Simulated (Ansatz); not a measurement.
## Electron scattering at the twin(10-12) boundary in hcp Co with Ru (substitutional)

Aim: the relaxed structure and the specific resistance of the twin(10-12) boundary in hcp Co with Ru (substitutional).

Program: Ansatz 0.2.0. Level of theory: Ansatz plane-wave DFT, PBE, PAW files, collinear spin; relaxation of a bicrystal slab with its lowest layers held; PAW set soft_1, in the first sound run; inputs show where later runs differ. Results are calculated unless marked as measured.

## 1. The starting structure

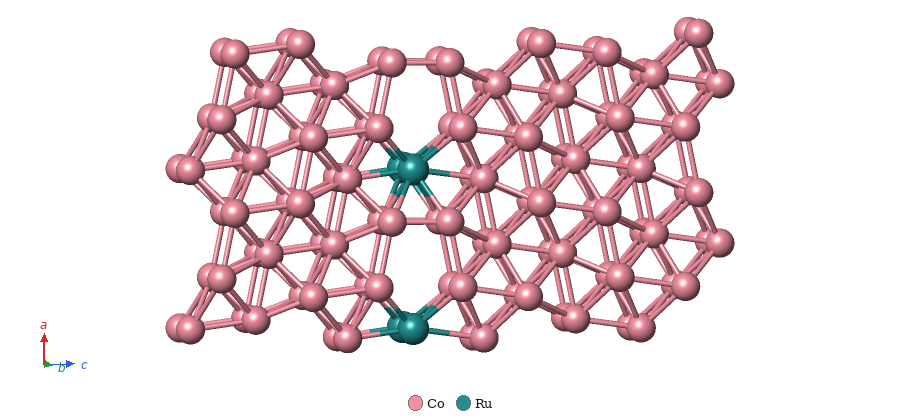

The starting structure, seen from the side, with the c axis across the page (cobalt pink, ruthenium teal). 2×2×1 cells are drawn.

The cell holds 27 atoms: 26 Co and 1 Ru. Cell: a = 5.963 Å, b = 2.505 Å, c = 31.041 Å, α = 90.0°, β = 90.0°, γ = 90.0°. It derives from Co. built on the (1 0 2) plane; 1 overlapping atoms removed and the grains opened by 0.2 Å. Vacuum lies along c.

## 2. Relaxing the bicrystal

The boundary is built by mirroring the lower grain in the boundary plane and removing any atoms that overlap; then the Ru is put in at the boundary. A thin bicrystal slab is relaxed first, with the lowest layers held and the upper grain free to shift and open.

Input file input.yaml:

```yaml
crystal:
  lattice:
    - [5.9626723849, 0.0, 0.0]
    - [0.0, 2.5054, 0.0]
    - [0.0, 0.0, 31.0405846678]
  atoms:
    - { symbol: Co, position: [0.0741388065, 0.4166666667, 0.1610794401], spin: 2.0 }
    - { symbol: Co, position: [0.3975869657, 0.9166666666, 0.1930385428], spin: 2.0 }
    - { symbol: Co, position: [0.8093110452, 0.9166666667, 0.2090180942], spin: 2.0 }
    - { symbol: Co, position: [0.1327592044, 0.4166666666, 0.2409771969], spin: 2.0 }
    - { symbol: Co, position: [0.5444832839, 0.4166666667, 0.2569567483], spin: 2.0 }
    - { symbol: Co, position: [0.8679314431, 0.9166666666, 0.288915851], spin: 2.0 }
    - { symbol: Co, position: [0.2796555226, 0.9166666667, 0.3048954023], spin: 2.0 }
    - { symbol: Co, position: [0.6031036818, 0.4166666666, 0.336854505], spin: 2.0 }
    - { symbol: Co, position: [0.0148277613, 0.4166666667, 0.3528340564], spin: 2.0 }
    - { symbol: Co, position: [0.3382759205, 0.9166666666, 0.3847931591], spin: 2.0 }
    - { symbol: Co, position: [0.75, 0.9166666667, 0.4007727104], spin: 2.0 }
    - { symbol: Ru, position: [0.0734481591, 0.4166666666, 0.4327318131] }
    - { symbol: Co, position: [0.75, 0.9166666667, 0.4711340934], spin: 2.0 }
    - { symbol: Co, position: [0.3382759205, 0.9166666666, 0.4871136448], spin: 2.0 }
    - { symbol: Co, position: [0.0148277613, 0.4166666667, 0.5190727475], spin: 2.0 }
    - { symbol: Co, position: [0.6031036818, 0.4166666666, 0.5350522988], spin: 2.0 }
    - { symbol: Co, position: [0.2796555226, 0.9166666667, 0.5670114015], spin: 2.0 }
    - { symbol: Co, position: [0.8679314431, 0.9166666666, 0.5829909529], spin: 2.0 }
    - { symbol: Co, position: [0.5444832839, 0.4166666667, 0.6149500556], spin: 2.0 }
    - { symbol: Co, position: [0.1327592044, 0.4166666666, 0.630929607], spin: 2.0 }
    - { symbol: Co, position: [0.8093110452, 0.9166666667, 0.6628887097], spin: 2.0 }
    - { symbol: Co, position: [0.3975869657, 0.9166666666, 0.678868261], spin: 2.0 }
    - { symbol: Co, position: [0.0741388065, 0.4166666667, 0.7108273637], spin: 2.0 }
    - { symbol: Co, position: [0.662414727, 0.4166666666, 0.7268069151], spin: 2.0 }
    - { symbol: Co, position: [0.3389665678, 0.9166666667, 0.7587660178], spin: 2.0 }
    - { symbol: Co, position: [0.9272424883, 0.9166666666, 0.7747455691], spin: 2.0 }
    - { symbol: Co, position: [0.6037943291, 0.4166666667, 0.8067046718], spin: 2.0 }
magnetization:
  spin_polarized: true
kpoints:
  mp_grid: { grid: [4, 9, 1] }
hamiltonian:
  xc: pbe
  pseudopotentials: { kind: paw, azcp: { folder: soft_1 } }
scf:
  occupations: { method: fermi_dirac, width: 0.1 }
relax:
  f_tol: 0.03
  max_steps: 80
  constraints: [{ sites: [0, 1, 2, 3, 4, 5] }]
```

Command:

```
$ ansatz run input.yaml --threads 8 --pin off --max-ram 15360MiB --backend cpu --events-out ev --progress --plain --runs-dir out
```

Numbers of over 12 decimals in the logs are rounded to 6 here.

What it wrote:

```text
Engine: ansatz 0.2.0, aarch64-unknown-linux-gnu
Pseudopotentials: kind: paw
Pseudopotential: Co, paw, valence charge 17, recommended cutoff 420 eV (normal), soft_1/Co.paw.azcp
Pseudopotential: Ru, paw, valence charge 16, recommended cutoff 420 eV (normal), soft_1/Ru.paw.azcp
Functional definition: PBE
  parameter kappa = 0.804
  parameter beta = 0.066725
  exchange = pbe_x(kappa = kappa, mu = beta*pi^2/3)
  correlation = pbe_c(beta = beta)
Crystal: 27 atoms, lattice volume = 463.712 Å³
Basis set: ecut = 420 eV, 8989 PW (Γ), exchange–correlation on 80×36×432 points (8 copies of the dense FFT grid, shifted against one another)
Bands: 306, of which v1, the nominal top of the filled ones, is band 229 counted from 1 (228 counted from 0)
Symmetry: 2 space group operations
Space group: Pm (ITA 6), of the structure as read, at distance tolerance 7.7e-5 Å
Magnetic group: BNS 6.18 (UNI 25), of the structure as read, at distance tolerance 7.7e-5 Å
k-points: 15 of 36 (time reversal used)
Non-local potential: Co, projectors of the file, l = 0: 3, l = 1: 2, l = 2: 3, l = 3: 1
Non-local potential: Ru, projectors of the file, l = 0: 3, l = 1: 2, l = 2: 2, l = 3: 1
PAW form: soft (Blöchl's): semilocal exchange-correlation on the pseudo side does not see the compensation charge
PAW one-centre angular grid: Co, 590 points (default); XC on 64 Gauss nodes
PAW one-centre angular grid: Ru, 590 points (default); XC on 64 Gauss nodes
Initial density: superposition of atomic densities (neutral atoms: chi_scale 0, normalization atom)
Starting moments: Σ|m| = 52 μB on 26 of 27 sites
Initial wavefunctions: pseudopotential atomic-orbital guess
Functional: x = pbe(κ = 0.804, μ = 0.219515), c = pbe(β = 0.066725)
SCF iter   1: F=—  HF=-139142.111305 eV  |F-HF|=—  |Δ(HF+E_count)|=         —  Δρ=4.91e-2 (↑2.82e-2 ↓4.91e-2)  dr2=5.75e1  dr2_m=1.64e0  M=47.554 μB ∫|m|=49.562 μB  β_m=0.30  ethr=3.10e-3  ⟨swp⟩=6.7  Hψ=36367  notcnv=0  defer=761
Mixer restart at iter 1: flushing history
preconditioner: auto → LDOS  [metal: Δε(μ)=0.002 eV  Ē_g=7.743 eV  σ=0.100 eV  W_gap=0.00  n_scr=136 (ndim 8)  ℏωp=26.8 eV  f_vac=0.301  D(μ)=29.93/eV (n_scr^D=344)]
spin=Collinear: LDOS preconditioning applied to the charge; magnetization (m = ρ↑ − ρ↓) channel mixes plain (no charge-response kernel on spin).
SCF iter   2: F=—  HF=-139134.756965 eV  |F-HF|=—  |Δ(HF+E_count)|=    7.35e0  Δρ=3.23e-2 (↑3.23e-2 ↓1.71e-2)  dr2=1.03e1  dr2_m=1.06e0  M=47.317 μB ∫|m|=49.744 μB  β_m=0.31  ethr=3.10e-3  ⟨swp⟩=2.7  Hψ=15544  notcnv=0  defer=1084
SCF iter   3: F=—  HF=-139142.185826 eV  |F-HF|=—  |Δ(HF+E_count)|=    7.43e0  Δρ=1.74e-2 (↑1.74e-2 ↓1.09e-2)  dr2=3.20e0  dr2_m=3.33e-1  M=46.691 μB ∫|m|=49.389 μB  β_m=0.47  ethr=2.26e-3  ⟨swp⟩=2.4  Hψ=11053  notcnv=0  defer=1103
SCF iter   4: F=—  HF=-139150.483769 eV  |F-HF|=—  |Δ(HF+E_count)|=    8.30e0  Δρ=6.24e-3 (↑5.32e-3 ↓6.24e-3)  dr2=3.57e-1  dr2_m=4.86e-2  M=45.256 μB ∫|m|=48.901 μB  β_m=0.74  ethr=6.98e-4  ⟨swp⟩=2.9  Hψ=14590  notcnv=0  defer=1111
SCF iter   5: F=—  HF=-139152.272966 eV  |F-HF|=—  |Δ(HF+E_count)|=    1.79e0  Δρ=1.10e-2 (↑6.46e-3 ↓1.10e-2)  dr2=1.08e0  dr2_m=4.86e-2  M=44.095 μB ∫|m|=48.214 μB  β_m=0.71  ethr=7.79e-5  ⟨swp⟩=2.2  Hψ=16574  notcnv=0  defer=1133
SCF iter   6: F=—  HF=-139152.201183 eV  |F-HF|=—  |Δ(HF+E_count)|=   7.18e-2  Δρ=5.51e-3 (↑5.51e-3 ↓4.29e-3)  dr2=4.61e-1  dr2_m=6.13e-2  M=43.037 μB ∫|m|=47.475 μB  β_m=0.82  ethr=7.79e-5  ⟨swp⟩=2.1  Hψ=17224  notcnv=0  defer=1133
SCF iter   7: F=—  HF=-139152.347597 eV  |F-HF|=—  |Δ(HF+E_count)|=         —  Δρ=5.05e-3 (↑5.05e-3 ↓3.25e-3)  dr2=2.85e-1  dr2_m=3.52e-2  M=43.107 μB ∫|m|=47.323 μB  β_m=0.82  ethr=7.79e-5  ⟨swp⟩=2.1  Hψ=15228  notcnv=0  defer=1138
SCF iter   8: F=—  HF=-139152.341504 eV  |F-HF|=—  |Δ(HF+E_count)|=   6.09e-3  Δρ=3.03e-3 (↑3.03e-3 ↓2.33e-3)  dr2=1.45e-1  dr2_m=2.25e-3  M=43.262 μB ∫|m|=47.362 μB  β_m=0.63  ethr=6.23e-5  ⟨swp⟩=2.0  Hψ=13708  notcnv=0  defer=1137
SCF iter   9: F=—  HF=-139152.316218 eV  |F-HF|=—  |Δ(HF+E_count)|=   2.53e-2  Δρ=9.55e-4 (↑9.55e-4 ↓6.92e-4)  dr2=1.15e-2  dr2_m=6.96e-4  M=43.229 μB ∫|m|=47.347 μB  β_m=0.57  ethr=3.17e-5  ⟨swp⟩=2.1  Hψ=14722  notcnv=0  defer=1134
SCF iter  10: F=—  HF=-139152.313709 eV  |F-HF|=—  |Δ(HF+E_count)|=   2.51e-3  Δρ=3.54e-4 (↑2.66e-4 ↓3.54e-4)  dr2=1.18e-3  dr2_m=1.92e-4  M=43.231 μB ∫|m|=47.332 μB  β_m=0.55  ethr=2.51e-6  ⟨swp⟩=2.8  Hψ=14272  notcnv=0  defer=1132
SCF iter  11: F=—  HF=-139152.313804 eV  |F-HF|=—  |Δ(HF+E_count)|=   9.52e-5  Δρ=1.56e-4 (↑1.53e-4 ↓1.56e-4)  dr2=4.47e-4  dr2_m=5.63e-5  M=43.224 μB ∫|m|=47.319 μB  β_m=0.58  ethr=2.58e-7  ⟨swp⟩=2.2  Hψ=13058  notcnv=0  defer=1132
SCF iter  12: F=—  HF=-139152.313994 eV  |F-HF|=—  |Δ(HF+E_count)|=   1.90e-4  Δρ=6.86e-5 (↑5.68e-5 ↓6.86e-5)  dr2=5.29e-5  dr2_m=6.40e-6  M=43.208 μB ∫|m|=47.303 μB  β_m=0.58  ethr=9.76e-8  ⟨swp⟩=2.0  Hψ=12482  notcnv=0  defer=1132
SCF iter  13: F=—  HF=-139152.313998 eV  |F-HF|=—  |Δ(HF+E_count)|=   4.14e-6  Δρ=5.00e-5 (↑4.71e-5 ↓5.00e-5)  dr2=3.12e-5  dr2_m=1.01e-6  M=43.210 μB ∫|m|=47.302 μB  β_m=0.48  ethr=1.15e-8  ⟨swp⟩=3.0  Hψ=17160  notcnv=0  defer=1132
SCF iter  14: F=—  HF=-139152.313992 eV  |F-HF|=—  |Δ(HF+E_count)|=   6.16e-6  Δρ=1.70e-5 (↑1.70e-5 ↓1.59e-5)  dr2=1.97e-6  dr2_m=5.62e-7  M=43.208 μB ∫|m|=47.300 μB  β_m=0.52  ethr=6.80e-9  ⟨swp⟩=2.3  Hψ=14306  notcnv=0  defer=1132
SCF iter  15: F=-139152.313991 eV  HF=-139152.313994 eV  |F-HF|=3.08e-6  |Δ(HF+E_count)|=   2.28e-6  Δρ=1.70e-5 (↑7.89e-6 ↓1.70e-5)  dr2=3.52e-6  dr2_m=2.32e-7  M=43.209 μB ∫|m|=47.301 μB  ethr=4.29e-10  ⟨swp⟩=1.4  Hψ=26366  notcnv=0
SCF 1 converged in 15 iterations: F = -139152.313991 eV  dr2 = 3.52e-6
  greatest PAW one-centre occupation: 1.002 electrons in one spin orbital (limit 2), on the Co atom at site 0 (counted from 0), in its partial waves of l = 1
relax step   1: F+E_penalty+E_count = -139152.31399126 eV  Δ(F+E_penalty+E_count) = +0.000e0 eV  max|allowed force component| = 1.444e0 eV/Å  Δτ_max = 0.0000 Å  (15 SCF iters, dr2 threshold 2.25e-5 eV, accepted)
Initial density: handed on by an earlier stage of this run
Starting moments: Σ|m| = 52 μB on 26 of 27 sites; this step starts from the density that it was given
Initial wavefunctions: those handed on with the density
iter 1 solved again at ethr=1.79e-4 eV; its pass at ethr=3.10e-3 eV (dr2=8.18e-1 eV) is discarded
SCF iter   1: F=—  HF=-139152.568482 eV  |F-HF|=—  |Δ(HF+E_count)|=         —  Δρ=5.61e-3 (↑5.61e-3 ↓4.76e-3)  dr2=7.96e-1  dr2_m=6.27e-2  M=43.097 μB ∫|m|=47.153 μB  β_m=0.30  ethr=1.79e-4  ⟨swp⟩=1.3  Hψ=35437  notcnv=0  defer=1090
[...]
spin=Collinear: LDOS preconditioning applied to the charge; magnetization (m = ρ↑ − ρ↓) channel mixes plain (no charge-response kernel on spin).
SCF iter   2: F=—  HF=-139152.698031 eV  |F-HF|=—  |Δ(HF+E_count)|=   9.81e-4  Δρ=3.34e-4 (↑3.34e-4 ↓2.83e-4)  dr2=1.71e-3  dr2_m=2.52e-4  M=42.989 μB ∫|m|=47.014 μB  β_m=0.49  ethr=1.16e-6  ⟨swp⟩=2.1  Hψ=14531  notcnv=0  defer=1141
SCF iter   3: F=—  HF=-139152.698119 eV  |F-HF|=—  |Δ(HF+E_count)|=   8.78e-5  Δρ=2.21e-4 (↑2.21e-4 ↓1.91e-4)  dr2=2.14e-4  dr2_m=1.14e-4  M=42.986 μB ∫|m|=47.011 μB  β_m=0.51  ethr=3.74e-7  ⟨swp⟩=2.0  Hψ=12595  notcnv=0  defer=1141
SCF iter   4: F=—  HF=-139152.698186 eV  |F-HF|=—  |Δ(HF+E_count)|=   6.65e-5  Δρ=1.06e-4 (↑1.06e-4 ↓9.60e-5)  dr2=1.50e-4  dr2_m=2.75e-5  M=42.985 μB ∫|m|=47.010 μB  β_m=0.51  ethr=4.67e-8  ⟨swp⟩=2.6  Hψ=16103  notcnv=0  defer=1141
SCF iter   5: F=—  HF=-139152.698201 eV  |F-HF|=—  |Δ(HF+E_count)|=   1.57e-5  Δρ=5.90e-5 (↑5.27e-5 ↓5.90e-5)  dr2=1.77e-5  dr2_m=8.25e-6  M=42.984 μB ∫|m|=47.010 μB  β_m=0.50  ethr=3.28e-8  ⟨swp⟩=2.0  Hψ=12253  notcnv=0  defer=1141
SCF iter   6: F=—  HF=-139152.698206 eV  |F-HF|=—  |Δ(HF+E_count)|=   4.16e-6  Δρ=2.81e-5 (↑2.81e-5 ↓2.09e-5)  dr2=1.29e-6  dr2_m=2.11e-6  M=42.984 μB ∫|m|=47.009 μB  β_m=0.56  ethr=3.86e-9  ⟨swp⟩=2.6  Hψ=17606  notcnv=0  defer=1141
SCF iter   7: F=—  HF=-139152.698207 eV  |F-HF|=—  |Δ(HF+E_count)|=   1.21e-6  Δρ=1.20e-5 (↑1.20e-5 ↓1.11e-5)  dr2=1.74e-6  dr2_m=3.48e-7  M=42.983 μB ∫|m|=47.009 μB  β_m=0.54  ethr=2.81e-10  ⟨swp⟩=2.6  Hψ=17796  notcnv=0  defer=1141
SCF iter   8: F=—  HF=-139152.698207 eV  |F-HF|=—  |Δ(HF+E_count)|=   7.85e-8  Δρ=5.18e-6 (↑5.18e-6 ↓4.77e-6)  dr2=2.15e-7  dr2_m=8.54e-8  M=42.983 μB ∫|m|=47.008 μB  β_m=0.58  ethr=2.81e-10  ⟨swp⟩=2.1  Hψ=13529  notcnv=0  defer=1141
SCF iter   9: F=—  HF=-139152.698207 eV  |F-HF|=—  |Δ(HF+E_count)|=   5.68e-9  Δρ=2.79e-6 (↑2.79e-6 ↓2.21e-6)  dr2=2.23e-8  dr2_m=2.24e-8  M=42.983 μB ∫|m|=47.008 μB  β_m=0.68  ethr=4.68e-11  ⟨swp⟩=2.6  Hψ=16706  notcnv=0  defer=1141
SCF iter  10: F=-139152.698207 eV  HF=-139152.698207 eV  |F-HF|=4.06e-8  |Δ(HF+E_count)|=  8.73e-10  Δρ=2.79e-6 (↑1.48e-6 ↓2.79e-6)  dr2=4.94e-8  dr2_m=6.68e-9  M=42.983 μB ∫|m|=47.008 μB  ethr=4.87e-12  ⟨swp⟩=1.7  Hψ=32637  notcnv=0
SCF 5 converged in 10 iterations: F = -139152.698207 eV  dr2 = 4.94e-8
relax step   5: F+E_penalty+E_count = -139152.69820664 eV  Δ(F+E_penalty+E_count) = -1.993e-3 eV  max|allowed force component| = 9.070e-3 eV/Å  Δτ_max = 0.0200 Å  (10 SCF iters, accepted)
SCF converged after 10 iterations
Magnetization: 42.9831 μB (250.4916 up, 207.5084 down)
Absolute magnetization: 47.0529 μB (∫|ρ↑−ρ↓|, with the PAW one-centre terms)
Spin contamination: 0.8733 ħ² per cell (⟨S²⟩ above its minimum at these occupations)
Per-site moments (μB) at R_I (Å): [(1.873966, 1.033141), (1.830920, 1.033141), (1.786377, 1.033141), (1.723476, 1.031957), (1.670532, 1.004308), (1.692639, 1.019947), (1.695024, 1.013406), (1.652797, 1.002176), (1.671979, 1.019947), (1.647303, 0.986029), (1.677579, 0.960331), (0.224002, 1.0334775), (1.681803, 0.960331), (1.652534, 0.985271), (1.678687, 1.021220), (1.657746, 1.002117), (1.693254, 1.011491), (1.675993, 1.014949), (1.682821, 1.008510), (1.676773, 1.016877), (1.669223, 1.014949), (1.691380, 1.018970), (1.660688, 1.008889), (1.716740, 0.957332), (1.763263, 1.001516), (1.786341, 1.001516), (1.818303, 0.957332)]
Free energy (F): -139152.698207 eV
Harris-Foulkes:  -139152.698207 eV  (|F-HF|=4.06e-8)
Internal energy: -139151.715889 eV  (E = F + TS)
E sigma→0 (E₀):  -139152.207048 eV
Entropy (-TS):   -0.982318 eV (-36.382 meV/atom)
Fermi energy:    10.528284 eV
--- Per-component energies (eV) ---
  E_band       = -10198.013523
  E_kinetic    = 8030.017873
  E_local      = -829698.948690  (includes V_loc(G=0)·N_el)
  E_nonlocal   = 11720.540007
  E_hartree    = 408871.745033
  E_xc         = -2554.399558
  E_vxc        = -3282.762367  (∫ρ·V_xc dr)
  E_paw        = -44370.486659  (= ΣΔE_a)
  E_vpaw       = -14710.348127  (= ΣTr[D̂ρ^β])
  E_aug_tail   = 0.000328  (compensation charges beyond the density's cutoff)
  E_ewald      = 308849.815777
  E_smearing   = -0.982318  (= −TS)
  E_closure    = -0.000000  (closes the sum)
  Σ components = -139152.698207   (vs F -139152.698207, Δ=0.00e0)
--- Forces (eV/Å), atoms counted from 1 ---
  atom   1  Co     0.16105209     0.00000000     0.98964447
  atom   2  Co    -0.10999446     0.00000000     0.16022136
  atom   3  Co     0.07843793     0.00000000    -0.28850269
  atom   4  Co    -0.02060756     0.00000000    -0.36034490
  atom   5  Co    -0.03905826     0.00000000    -0.27561547
  atom   6  Co    -0.08286151     0.00000000    -0.21839607
  atom   7  Co    -0.00312056     0.00000000    -0.00060766
  atom   8  Co     0.00343533     0.00000000     0.00056654
  atom   9  Co     0.00906997     0.00000000    -0.00282340
  atom  10  Co    -0.00536284     0.00000000     0.00123066
  atom  11  Co    -0.00047086     0.00000000     0.00342695
  atom  12  Ru    -0.00092620     0.00000000    -0.00839897
  atom  13  Co    -0.00684552     0.00000000    -0.00269271
  atom  14  Co     0.00811247     0.00000000     0.00200841
  atom  15  Co     0.00203213     0.00000000     0.00058202
  atom  16  Co    -0.00380039     0.00000000    -0.00226704
  atom  17  Co     0.00355717     0.00000000     0.00484927
  atom  18  Co     0.00044978     0.00000000    -0.00239557
  atom  19  Co    -0.00104568     0.00000000     0.00484694
  atom  20  Co     0.00194472     0.00000000    -0.00537053
  atom  21  Co     0.00630868     0.00000000     0.00020730
  atom  22  Co     0.00003388     0.00000000    -0.00122258
  atom  23  Co    -0.00022276     0.00000000     0.00030709
  atom  24  Co    -0.00012403     0.00000000    -0.00166183
  atom  25  Co     0.00023964     0.00000000     0.00190741
  atom  26  Co     0.00205282     0.00000000    -0.00204626
  atom  27  Co    -0.00230955     0.00000000     0.00251243
  max |Σ_I F_I| component: 3.48e-5 eV/Å
--- Relaxed structure (5 steps of the walk, 5 accepted, 0 SCFs on fresh bases) ---
  F+E_penalty+E_count = -139152.69820664 eV   max|allowed force component| = 9.070e-3 eV/Å
  atoms:
    - { symbol: Co, position: [0.0741388065, 0.416667, 0.161079] }
    - { symbol: Co, position: [0.3975869657, 0.916667, 0.1930385428] }
    - { symbol: Co, position: [0.8093110452, 0.916667, 0.209018] }
    - { symbol: Co, position: [0.1327592044, 0.416667, 0.240977] }
    - { symbol: Co, position: [0.5444832839, 0.416667, 0.2569567483] }
    - { symbol: Co, position: [0.867931, 0.916667, 0.288916] }
    - { symbol: Co, position: [0.278414, 0.916667, 0.304884] }
    - { symbol: Co, position: [0.596944, 0.416667, 0.334742] }
    - { symbol: Co, position: [0.013382, 0.416667, 0.351653] }
    - { symbol: Co, position: [0.338563, 0.916667, 0.385131] }
    - { symbol: Co, position: [0.735196, 0.916667, 0.396322] }
    - { symbol: Ru, position: [0.069684, 0.416667, 0.433758] }
    - { symbol: Co, position: [0.735603, 0.916667, 0.471323] }
    - { symbol: Co, position: [0.339006, 0.916667, 0.482149] }
    - { symbol: Co, position: [0.013421, 0.416667, 0.516059] }
    - { symbol: Co, position: [0.596974, 0.416667, 0.532866] }
    - { symbol: Co, position: [0.278446, 0.916667, 0.562327] }
    - { symbol: Co, position: [0.866095, 0.916667, 0.578761] }
    - { symbol: Co, position: [0.543696, 0.416667, 0.610962] }
    - { symbol: Co, position: [0.133993, 0.416667, 0.625783] }
    - { symbol: Co, position: [0.813361, 0.916667, 0.657377] }
    - { symbol: Co, position: [0.398854, 0.916667, 0.674119] }
    - { symbol: Co, position: [0.078697, 0.416667, 0.704486] }
    - { symbol: Co, position: [0.665221, 0.416667, 0.720276] }
    - { symbol: Co, position: [0.340623, 0.916667, 0.753774] }
    - { symbol: Co, position: [0.938956, 0.916667, 0.766608] }
    - { symbol: Co, position: [0.621255, 0.416667, 0.794565] }
```

Wall time 13 min (8 threads of Arm Neoverse V1, shared host); peak memory 6.6 GiB; 1.6 h of CPU time.

(Part 1 of 2 ends here.)

[Logs are printed without paths, hosts, clocks, repeated set-up lines and the standing remarks that a program may print on its own settings, such as how far it seeks lower states.]

[Hosts, paths, dates, database ids (printed as entryN), source tags and the programs' standing remarks are cut or masked in the printed files.]
